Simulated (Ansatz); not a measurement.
**Geometry relaxation, with input and output: Ti**

- system: Ti (3 atoms in the cell)
- method: DFT r2SCAN, scalar-relativistic, plane waves, PAW, no spin polarisation (Ansatz 0.2.0)

The structure derives from a Materials Project entry. Figures and captions count atoms from 1; the log counts them from 0 in places.

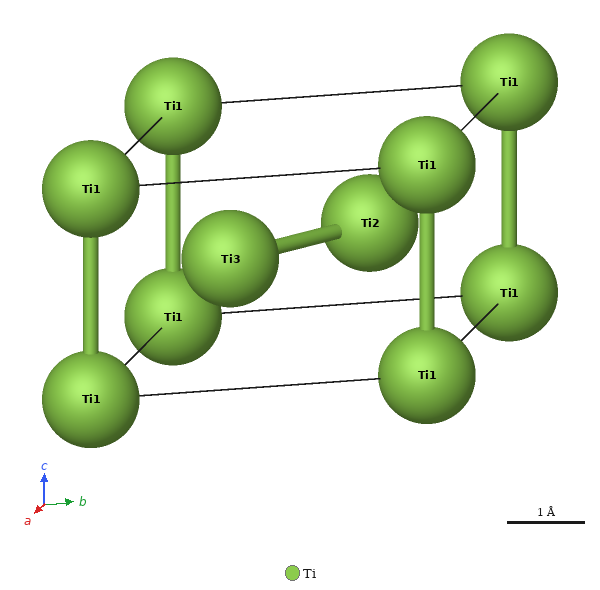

Figure 1. The starting structure (ball-and-stick view of the cell of the calculation, seen slightly off an axis; atoms are numbered from 1 in the order of the input).

The input:
```yaml
crystal:
  lattice:
    - [4.5673748306, 0.0, 0.0]
    - [-2.2836874153, 3.9554626319, 0.0]
    - [0.0, 0.0, 2.82624427]
  atoms:
    - { symbol: Ti, position: [0.0, 0.0, 0.0] }
    - { symbol: Ti, position: [0.33333333, 0.66666667, 0.5] }
    - { symbol: Ti, position: [0.66666667, 0.33333333, 0.5] }
basis:
  ecutwfc: 500
kpoints:
  mp_grid: { grid: [12, 12, 14] }
hamiltonian:
  xc: r2scan
scf:
  occupations: { method: gaussian, width: 0.1 }
output:
  forces: true
  stress: true
  eigenvalues: true
  write_density: true
  write_potential: true
  elf: true
  volumetric_format: npy
relax:
  adjacent_minimum: "off"
  f_tol: 0.005
  max_steps: 80
  cell: { stress_tol: 0.05 }
```

Hardware: 1 thread of Oxide Virtual Turin-like (Zen 5), 32 GiB of memory available, shared host.

Run as:
```bash
ansatz run input.yaml --threads 1 --pin off --max-ram 2560MiB --backend cpu --events-out ev --progress --plain --runs-dir out
```

The program's output:
```
Engine: ansatz 0.2.0, x86_64-unknown-linux-gnu
Pseudopotentials: kind: paw
Pseudopotential: Ti, paw, valence charge 12, recommended cutoff 500 eV (meta_gga), Ti.paw.azcp
Functional definition: r2SCAN
  parameter k0 = 0.174
  parameter k1 = 0.065
  parameter a1 = 4.9479
  exchange = r2scan_x(k0 = k0, k1 = k1, a1 = a1)
  correlation = r2scan_c
Crystal: 3 atoms, lattice volume = 51.059 Å³
Basis set: ecut = 500 eV, 1313 PW (Γ), exchange–correlation on 144×144×96 points (64 copies of the dense FFT grid, shifted against one another)
Bands: 22, of which v1, the nominal top of the filled ones, is band 18 counted from 1 (17 counted from 0)
Symmetry: 24 space group operations
Space group: P6/mmm (ITA 191), of the structure as read, at distance tolerance 3.7e-5 Å
k-points: 152 of 2016
Non-local potential: Ti, projectors of the file, l = 0: 3, l = 1: 2, l = 2: 3, l = 3: 1
PAW form: soft (Blöchl's): semilocal exchange-correlation on the pseudo side does not see the compensation charge
PAW frozen core: Ti, regenerated for the run's functional (the file was generated under x = pbe(κ = 0.804, μ = 0.2195149727645171), c = pbe(β = 0.06672455060314922))
PAW one-centre angular grid: Ti, 590 points (default); XC on 160 Gauss nodes
Initial density: superposition of atomic densities (neutral atoms: chi_scale 0, normalization atom), corrected by the library's trained network
Initial wavefunctions: pseudopotential atomic-orbital guess
Functional: x = r2scan, c = r2scan; τ floored in thin density (d = 2e-4 eV/Å³)
SCF iter   1: F=—  HF=-7513.108891 eV  |F-HF|=—  |Δ(HF+E_count)|=         —  Δρ=1.94e-2  dr2=1.89e-1  dr2_τ=2.75e-2  ethr=1.77e-3  ⟨swp⟩=4.1  Hψ=11534  notcnv=0
preconditioner: auto → none  [metal: Δε(μ)=0.002 eV  Ē_g=2.758 eV  σ=0.100 eV  W_gap=0.01  n_scr=8 (ndim 8)  ℏωp=18.0 eV  f_vac=0.000  D(μ)=1.81/eV (n_scr^D=8)  sad-step TF]
SCF iter   2: F=—  HF=-7513.169959 eV  |F-HF|=—  |Δ(HF+E_count)|=   6.11e-2  Δρ=9.95e-3  dr2=8.20e-2  dr2_τ=4.47e-3  ethr=5.26e-4  ⟨swp⟩=2.2  Hψ=7217  notcnv=0
SCF iter   3: F=—  HF=-7513.275805 eV  |F-HF|=—  |Δ(HF+E_count)|=   1.06e-1  Δρ=3.56e-2  dr2=1.39e0  dr2_τ=3.73e-2  ethr=2.28e-4  ⟨swp⟩=3.2  Hψ=6859  notcnv=0  recentre
SCF iter   4: F=—  HF=-7513.163850 eV  |F-HF|=—  |Δ(HF+E_count)|=   1.12e-1  Δρ=2.74e-3  dr2=2.04e-3  dr2_τ=3.02e-4  ethr=2.28e-4  ⟨swp⟩=2.1  Hψ=5135  notcnv=0
SCF iter   5: F=—  HF=-7513.165999 eV  |F-HF|=—  |Δ(HF+E_count)|=   2.15e-3  Δρ=2.29e-3  dr2=5.80e-3  dr2_τ=1.52e-4  ethr=5.68e-6  ⟨swp⟩=2.0  Hψ=6640  notcnv=0
SCF iter   6: F=—  HF=-7513.165660 eV  |F-HF|=—  |Δ(HF+E_count)|=   3.39e-4  Δρ=2.55e-4  dr2=1.86e-5  dr2_τ=1.70e-6  ethr=5.68e-6  ⟨swp⟩=2.0  Hψ=4106  notcnv=0
SCF iter   7: F=—  HF=-7513.165677 eV  |F-HF|=—  |Δ(HF+E_count)|=   1.78e-5  Δρ=1.70e-4  dr2=3.00e-5  dr2_τ=6.57e-7  ethr=5.16e-8  ⟨swp⟩=2.0  Hψ=6095  notcnv=0
SCF iter   8: F=—  HF=-7513.165675 eV  |F-HF|=—  |Δ(HF+E_count)|=   2.19e-6  Δρ=2.07e-5  dr2=4.59e-7  dr2_τ=1.25e-8  ethr=5.16e-8  ⟨swp⟩=2.0  Hψ=3965  notcnv=0
SCF iter   9: F=-7513.165675 eV  HF=-7513.165675 eV  |F-HF|=3.03e-9  |Δ(HF+E_count)|=   1.84e-8  Δρ=2.43e-6  dr2=4.41e-9  dr2_τ=1.10e-10  ethr=2.78e-10  ⟨swp⟩=7.1  Hψ=16834  notcnv=0
SCF 1 converged in 9 iterations: F = -7513.165675 eV  dr2 = 4.41e-9
  greatest PAW one-centre occupation: 1.001 electrons in one spin orbital (limit 2), on the Ti atom at site 2 (counted from 0), in its partial waves of l = 1
relax step   1: F+E_penalty+E_count = -7513.16567516 eV  Δ(F+E_penalty+E_count) = +0.000e0 eV  max|allowed force component| = 1.727e-16 eV/Å  Δτ_max = 0.0000 Å  P = -0.038 GPa  Ω = 51.059 Å³  (9 SCF iters, dr2 threshold 1.00e-7 eV, accepted)
Crystal: 3 atoms, lattice volume = 51.018 Å³
Basis set: ecut = 500 eV, 1301 PW (Γ), exchange–correlation on 144×144×96 points (64 copies of the dense FFT grid, shifted against one another)
Initial density: handed on by an earlier stage of this run
Initial wavefunctions: those handed on with the density
iter 1 solved again at ethr=2.15e-8 eV; its pass at ethr=3.10e-3 eV (dr2=7.74e-6 eV) is discarded
SCF iter   1: F=—  HF=-7513.165637 eV  |F-HF|=—  |Δ(HF+E_count)|=         —  Δρ=1.31e-4  dr2=1.01e-5  dr2_τ=4.21e-5  ethr=2.15e-8  ⟨swp⟩=2.1  Hψ=19826  notcnv=0
preconditioner: auto → none  [metal: Δε(μ)=0.006 eV  Ē_g=2.676 eV  σ=0.100 eV  W_gap=0.03  n_scr=8 (ndim 8)  ℏωp=18.0 eV  f_vac=0.000  D(μ)=2.09/eV (n_scr^D=8)]
SCF iter   2: F=—  HF=-7513.165708 eV  |F-HF|=—  |Δ(HF+E_count)|=   7.17e-5  Δρ=3.07e-4  dr2=1.02e-4  dr2_τ=2.91e-6  ethr=2.15e-8  ⟨swp⟩=2.0  Hψ=6109  notcnv=0  recentre
SCF iter   3: F=—  HF=-7513.165703 eV  |F-HF|=—  |Δ(HF+E_count)|=   5.88e-6  Δρ=1.41e-4  dr2=2.13e-5  dr2_τ=7.04e-7  ethr=2.15e-8  ⟨swp⟩=2.2  Hψ=4762  notcnv=0
SCF iter   4: F=—  HF=-7513.165701 eV  |F-HF|=—  |Δ(HF+E_count)|=   1.42e-6  Δρ=2.19e-5  dr2=1.09e-7  dr2_τ=1.24e-8  ethr=2.15e-8  ⟨swp⟩=2.0  Hψ=4100  notcnv=0
SCF iter   5: F=-7513.165701 eV  HF=-7513.165701 eV  |F-HF|=1.71e-10  |Δ(HF+E_count)|=   1.23e-7  Δρ=2.40e-6  dr2=1.78e-9  dr2_τ=3.50e-10  ethr=1.47e-10  ⟨swp⟩=7.8  Hψ=19377  notcnv=0
SCF 2 converged in 5 iterations: F = -7513.165701 eV  dr2 = 1.78e-9
relax step   2: F+E_penalty+E_count = -7513.16570125 eV  Δ(F+E_penalty+E_count) = -2.609e-5 eV  max|allowed force component| = 1.357e-16 eV/Å  Δτ_max = 0.0000 Å  P = +0.065 GPa  Ω = 51.018 Å³  energy of the carried Pulay correction = +2.232e-5 eV  (5 SCF iters, dr2 threshold 5.29e-8 eV, accepted)
Crystal: 3 atoms, lattice volume = 51.043 Å³
iter 1 solved again at ethr=2.83e-9 eV; its pass at ethr=3.10e-3 eV (dr2=1.02e-6 eV) is discarded
SCF iter   1: F=—  HF=-7513.165682 eV  |F-HF|=—  |Δ(HF+E_count)|=         —  Δρ=5.28e-5  dr2=1.46e-6  dr2_τ=9.92e-6  ethr=2.83e-9  ⟨swp⟩=2.0  Hψ=20156  notcnv=0
preconditioner: auto → none  [metal: Δε(μ)=0.008 eV  Ē_g=2.674 eV  σ=0.100 eV  W_gap=0.05  n_scr=8 (ndim 8)  ℏωp=18.0 eV  f_vac=0.000  D(μ)=2.10/eV (n_scr^D=8)]
SCF iter   2: F=—  HF=-7513.165699 eV  |F-HF|=—  |Δ(HF+E_count)|=   1.69e-5  Δρ=7.73e-5  dr2=6.38e-6  dr2_τ=1.95e-7  ethr=2.83e-9  ⟨swp⟩=2.0  Hψ=6162  notcnv=0  recentre
SCF iter   3: F=—  HF=-7513.165699 eV  |F-HF|=—  |Δ(HF+E_count)|=   9.87e-8  Δρ=8.53e-5  dr2=7.91e-6  dr2_τ=2.38e-7  ethr=2.83e-9  ⟨swp⟩=2.3  Hψ=4925  notcnv=0
SCF iter   4: F=-7513.165699 eV  HF=-7513.165699 eV  |F-HF|=2.17e-8  |Δ(HF+E_count)|=   5.52e-7  Δρ=9.79e-6  dr2=2.34e-8  dr2_τ=2.32e-9  ethr=1.30e-10  ⟨swp⟩=5.3  Hψ=18944  notcnv=0
SCF 3 converged in 4 iterations: F = -7513.165699 eV  dr2 = 2.34e-8
relax step   3: F+E_penalty+E_count = -7513.16569863 eV  Δ(F+E_penalty+E_count) = +2.613e-6 eV  max|allowed force component| = 1.727e-16 eV/Å  Δτ_max = 0.0000 Å  P = +0.003 GPa  Ω = 51.043 Å³  energy of the carried Pulay correction = +8.853e-6 eV  (4 SCF iters, dr2 threshold 4.66e-8 eV, accepted)
Initial wavefunctions: pseudopotential atomic-orbital guess (no wavefunctions were taken with the density)
iter 1 solved again at ethr=1.09e-8 eV; its pass at ethr=3.10e-3 eV (dr2=3.93e-6 eV) is discarded
SCF iter   1: F=—  HF=-7513.165687 eV  |F-HF|=—  |Δ(HF+E_count)|=         —  Δρ=9.70e-6  dr2=2.31e-8  dr2_τ=4.45e-9  ethr=1.09e-8  ⟨swp⟩=3.0  Hψ=20596  notcnv=0
SCF iter   2: F=—  HF=-7513.165687 eV  |F-HF|=—  |Δ(HF+E_count)|=   2.53e-7  Δρ=4.87e-6  dr2=5.96e-9  dr2_τ=7.75e-10  ethr=6.42e-11  ⟨swp⟩=2.9  Hψ=6191  notcnv=0
SCF iter   3: F=—  HF=-7513.165687 eV  |F-HF|=—  |Δ(HF+E_count)|=   1.51e-8  Δρ=9.41e-6  dr2=9.76e-8  dr2_τ=2.40e-9  ethr=1.65e-11  ⟨swp⟩=2.0  Hψ=5432  notcnv=0  recentre
SCF iter   4: F=—  HF=-7513.165687 eV  |F-HF|=—  |Δ(HF+E_count)|=   6.98e-9  Δρ=9.76e-7  dr2=7.15e-10  dr2_τ=3.19e-11  ethr=1.65e-11  ⟨swp⟩=2.0  Hψ=4321  notcnv=0
SCF iter   5: F=-7513.165687 eV  HF=-7513.165687 eV  |F-HF|=2.73e-12  |Δ(HF+E_count)|=  3.46e-11  Δρ=1.77e-7  dr2=6.57e-12  dr2_τ=1.79e-12  ethr=1.00e-12  ⟨swp⟩=4.0  Hψ=13822  notcnv=0
SCF 4 converged in 5 iterations: F = -7513.165687 eV  dr2 = 6.57e-12
relax step   4: F+E_penalty+E_count = -7513.16568722 eV  Δ(F+E_penalty+E_count) = +1.141e-5 eV  max|allowed force component| = 4.934e-17 eV/Å  Δτ_max = 0.0000 Å  P = +0.004 GPa  Ω = 51.043 Å³  stress off target by 5.03e-3 GPa  SCF on the basis re-selected at this cell (its energy is not comparable with the rows above)  (5 SCF iters)
```

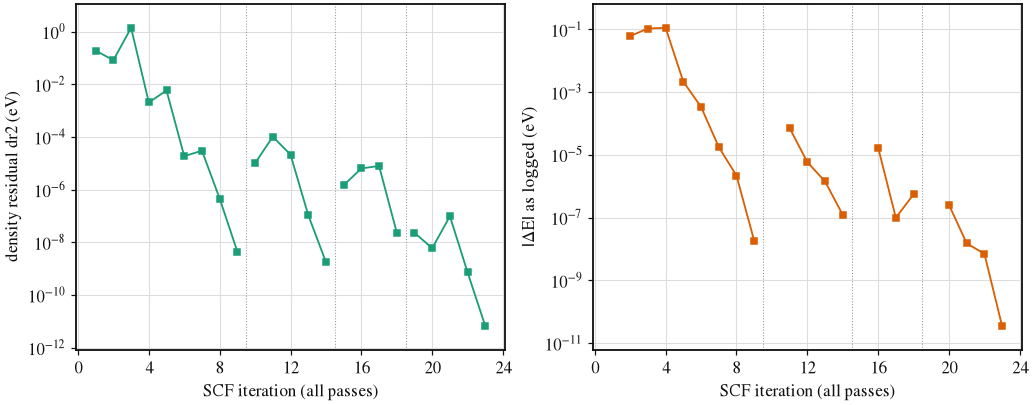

Figure 2. Convergence of the self-consistent field: density residual dr2 and size of the energy change against the SCF iteration. The dotted lines part the SCF passes of the relaxation: geometry steps, rejected trials and re-solves on a re-selected basis. The passes take 9, 5, 4 and 5 iterations.

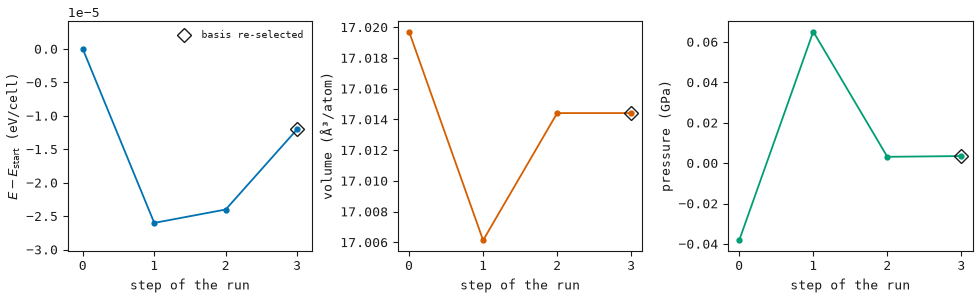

Figure 3. Progress of the relaxation, step by step (the first geometry is step 0 here and step 1 in the log). The atoms keep their places relative to the cell (all moves are under 0.005 Å). The space group stays P6/mmm (No. 191). After 2 geometry steps the energy has fallen by next to nothing (0.0 meV per cell of the calculation). All forces vanish by symmetry, so only the cell relaxes. The pressure goes from −0.04 to 0.00 GPa. A last SCF at the same geometry on a re-selected plane-wave basis shifts the energy by +0.0 meV per cell of the calculation. (Atoms are counted from 1 in the order of the input.)

```
basis re-selected at this cell: Δ(F+E_penalty+E_count) = +1.141e-5 eV, ΔP = +0.000 GPa vs the last step (what re-selecting the basis moved, of the pressure what is left beyond the Pulay correction that the steps carried, after the strain that the cell walked since its last selection, with what the two solves' SCF thresholds leave and, on support functions, any second-order correction that the steps lacked; it is no measure of the basis error at this ecutwfc). This SCF's stress stands 5.03e-3 GPa from its target on what of the cell is left free (relax.cell.stress_tol is 5.00e-2 GPa) and its largest allowed force component is 4.93e-17 eV/Å (relax.f_tol is 5.00e-3 eV/Å): within both
SCF converged after 5 iterations
Free energy (F): -7513.165687 eV
Harris-Foulkes:  -7513.165687 eV  (|F-HF|=2.73e-12)
Internal energy: -7513.155203 eV  (E = F + TS)
E sigma→0 (E₀):  -7513.160445 eV
Entropy (-TS):   -0.010484 eV (-3.495 meV/atom)
Fermi energy:    13.622221 eV
--- Per-component energies (eV) ---
  E_band       = -501.766952
  E_kinetic    = 818.394234
  E_local      = -2403.833817  (includes V_loc(G=0)·N_el)
  E_nonlocal   = 22.139835
  E_hartree    = 986.809739
  E_xc         = -278.957818
  E_vxc        = -398.692967  (∫ρ·V_xc dr)
  E_paw        = -3170.438318  (= ΣΔE_a)
  E_vpaw       = -540.779074  (= ΣTr[D̂ρ^β])
  E_aug_tail   = 0.000292  (compensation charges beyond the density's cutoff)
  E_vtau       = 27.385037  (kinetic-family band-sum trace: ∫τ·v_τ [+ j·A + Jᵃ·Aᵃ] dr)
  E_ewald      = -3486.508978
  E_core_change = -0.760371  (= ΣΔE_core)
  E_smearing   = -0.010484  (= −TS)
  E_closure    = 0.000000  (closes the sum)
  Σ components = -7513.165687   (vs F -7513.165687, Δ=0.00e0)
--- Forces (eV/Å), atoms counted from 1 ---
  atom   1  Ti     0.00000000    -0.00000000     0.00000000
  atom   2  Ti     0.00000000    -0.00000000     0.00000000
  atom   3  Ti    -0.00000000     0.00000000     0.00000000
  max |Σ_I F_I| component: 7.40e-17 eV/Å
--- Stress (GPa, compression-positive) ---
        0.005026      -0.000000      -0.000000
       -0.000000       0.005026      -0.000000
       -0.000000      -0.000000       0.000462
  P = ⅓ Tr σ = 0.0035 GPa (0.035 kbar)
--- Band table (eV; the first three rows and the last of 152) ---
  k-point 0: bands = ["-45.6558", "-45.4023", "-45.2347", "-20.9101", "-20.9101", "-20.8347", "-20.8347", "-20.5357", "-20.3226", "-20.2368", "-20.2201", "-20.2201", "7.0675", "11.5874", "12.8301", "12.8301", "12.8522", "12.8522", "13.6446", "14.4363", "15.0568", "15.0568"]
  k-point 1: bands = ["-45.6522", "-45.4002", "-45.2320", "-20.9047", "-20.9047", "-20.8314", "-20.8314", "-20.5577", "-20.3494", "-20.2590", "-20.2207", "-20.2207", "7.1896", "11.6786", "12.7725", "12.7725", "12.7762", "12.7762", "13.8021", "14.5382", "15.0140", "15.0140"]
  k-point 2: bands = ["-45.6420", "-45.3941", "-45.2244", "-20.8895", "-20.8895", "-20.8222", "-20.8222", "-20.6186", "-20.4239", "-20.3205", "-20.2224", "-20.2224", "7.5468", "11.9227", "12.5533", "12.5533", "12.6282", "12.6282", "14.2618", "14.8409", "14.9518", "14.9518"]
  k-point 151: bands = ["-45.5812", "-45.2698", "-45.2698", "-21.1018", "-20.9181", "-20.9181", "-20.6954", "-20.6432", "-20.6432", "-20.5051", "-20.5051", "-20.1574", "10.8179", "12.0709", "12.0709", "12.3600", "12.3600", "12.5477", "14.3427", "14.3427", "14.5085", "14.5085"]
--- Relaxed structure (3 steps of the walk, 3 accepted, 1 SCFs on fresh bases) ---
  F+E_penalty+E_count = -7513.16568722 eV   max|allowed force component| = 4.934e-17 eV/Å   (the final SCF, on the basis selected at the relaxed cell)
  cell:  # Å, volume = 51.0432 Å³
    - [4.568021701399089, 0.0, 0.0]
    - [-2.2840108506995445, 3.9560228384502243, 0.0]
    - [0.0, 0.0, 2.8245629376469417]
  atoms:
    - { symbol: Ti, position: [3.414589892896173e-35, -6.086297999801994e-36, 0.0] }
    - { symbol: Ti, position: [0.33333333333333337, 0.6666666666666667, 0.5] }
    - { symbol: Ti, position: [0.6666666666666667, 0.33333333333333337, 0.5] }
```

Trajectory as extended XYZ (Å, eV, eV/Å), 4 frames, from step=1 to step=4:
```
3
Lattice="4.5674 0.0000 0.0000 -2.2837 3.9555 0.0000 0.0000 0.0000 2.8262" Properties=species:S:1:pos:R:3:forces:R:3 step=1 energy=-7513.16568 pressure_GPa=-0.04
Ti    0.0000    0.0000    0.0000    0.0000   0.0000   0.0000
Ti    0.0000    2.6370    1.4131    0.0000   0.0000   0.0000
Ti    2.2837    1.3185    1.4131    0.0000   0.0000   0.0000
3
Lattice="4.5681 0.0000 0.0000 -2.2840 3.9560 0.0000 0.0000 0.0000 2.8232" Properties=species:S:1:pos:R:3:forces:R:3 step=2 energy=-7513.16570 pressure_GPa=0.07
Ti    0.0000    0.0000    0.0000    0.0000   0.0000   0.0000
Ti    0.0000    2.6374    1.4116    0.0000   0.0000   0.0000
Ti    2.2840    1.3187    1.4116    0.0000   0.0000   0.0000
3
Lattice="4.5680 0.0000 0.0000 -2.2840 3.9560 0.0000 0.0000 0.0000 2.8246" Properties=species:S:1:pos:R:3:forces:R:3 step=3 energy=-7513.16570 pressure_GPa=0.00
Ti    0.0000    0.0000    0.0000    0.0000   0.0000   0.0000
Ti    0.0000    2.6373    1.4123    0.0000   0.0000   0.0000
Ti    2.2840    1.3187    1.4123    0.0000   0.0000   0.0000
3
Lattice="4.5680 0.0000 0.0000 -2.2840 3.9560 0.0000 0.0000 0.0000 2.8246" Properties=species:S:1:pos:R:3:forces:R:3 step=4 energy=-7513.16569 pressure_GPa=0.00
Ti    0.0000    0.0000    0.0000    0.0000   0.0000   0.0000
Ti    0.0000    2.6373    1.4123    0.0000   0.0000   0.0000
Ti    2.2840    1.3187    1.4123    0.0000   0.0000   0.0000
```

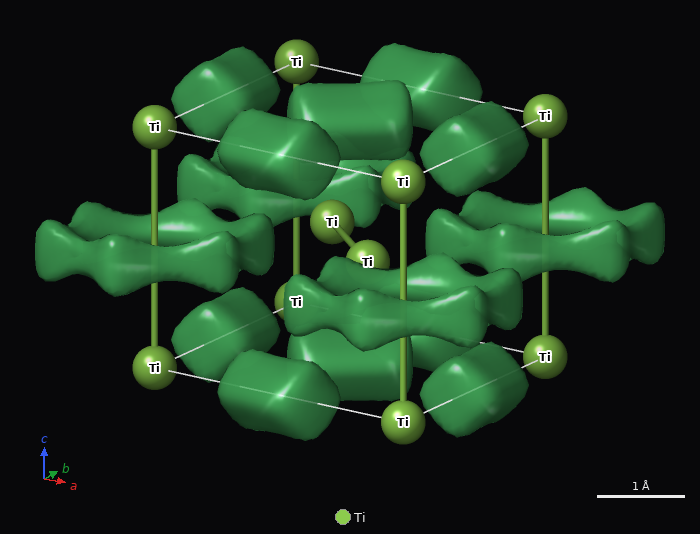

Figure 4. Isosurface of the electron localisation function at 0.6 (green), seen slightly off an axis. Core shells and regions of very low density are left out. Sticks mark near contacts. The outline is the cell set on symmetry axes. Profiles from the grid: Ti–Ti (2.64 Å): the ELF is about 0.10 at the midpoint (no localised pair between them). Ti–Ti (2.82 Å): the ELF is about 0.15 at the midpoint; no localised pair between them. In a PAW calculation such maps are meaningful between the atoms, not at the nuclei.

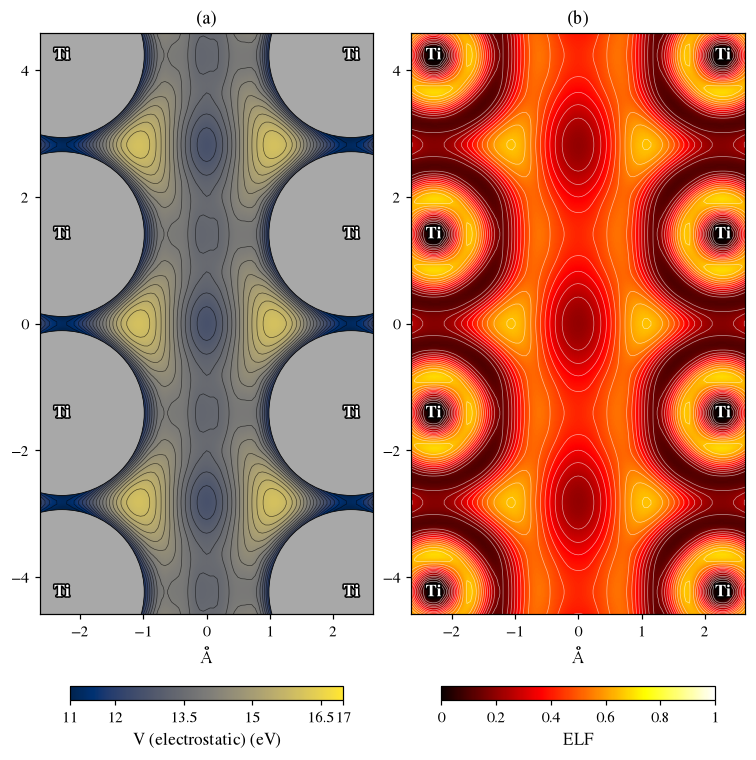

Figure 5. (a) electrostatic potential energy of an electron; (b) electron localisation function on the (100) plane of the conventional cell. Grey discs, where drawn, cover atomic cores. Ti–Ti (2.82 Å): the ELF is about 0.20 at the midpoint (no localised pair between them). The strong features right at Ti lie inside the PAW spheres (semicore, d or f shells) and say nothing about bonding. Outside the cores the potential energy rises away from the atoms and is highest about 1.7 Å from the nearest atoms; outside the discs it spans about 5 eV, and its zero is arbitrary.

Results in brief:

| quantity | value |
| --- | --- |
| outcome | converged |
| space group (tolerance 0.01 Å) | P6/mmm (191) |
| electrons treated | 36 |
| free energy | −7513.1657 eV |
| Fermi energy | 13.622 eV |
| gap on the k-point mesh | none (metallic) |
| pressure | 0.00 GPa |
| final volume | 51.04 Å³ |
| largest force (length of the vector) at the end | under 0.001 eV/Å |
| final cell | a = 4.568 Å, b = 4.568 Å, c = 2.825 Å, α = 90.00°, β = 90.00°, γ = 120.00° |
| wall time | 90 s |
| peak memory | 0.64 GiB |
